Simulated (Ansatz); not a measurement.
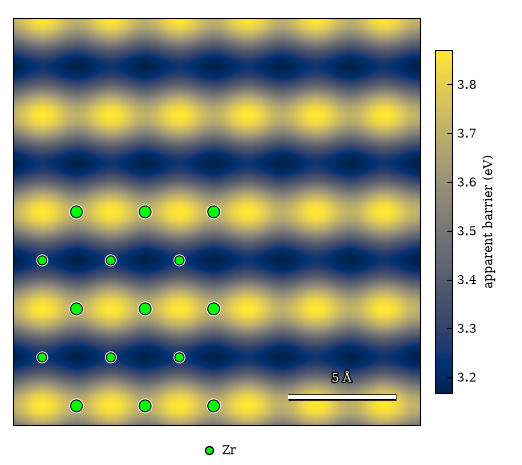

Map of the apparent barrier height, 0.952 eV Å² × (d ln I/dz)², 4.2 Å above Zr(110) (Fm-3m bulk, 7 atomic planes (those closer than 0.6 Å count as one), 9 Å) at −0.25 V; lighter colours are higher.

Images follow the Tersoff–Hamann model: the current is the local density of the sample's states between the Fermi level and the bias, at the tip's centre. Bias windows are sharp sums over the levels of the k mesh.

Theory: Ansatz 0.2.0, DFT PBE, scalar-relativistic, plane waves, PAW. Cutoff 420 eV, 18 × 13 k-points, Gaussian smearing 0.1 eV, dipole correction. The slab is a cut without reconstruction beyond its cell, at the source's lattice constants, with its lower half held fixed and the rest relaxed. This isn't the element's usual hcp form. No spin polarisation. The run warns that the functional's potential is rough in the thin density of the vacuum, where the tip is; weak contrasts and barriers may feel it.

Question: Where is the apparent barrier highest and lowest, and over what range?

Answer: It is highest, 3.9 eV, over points 1.6 Å to the side of the top Zr atoms, and lowest, 3.2 eV, over bridge points of the top Zr atoms. The vacuum level lies 3.24 eV above zero bias.
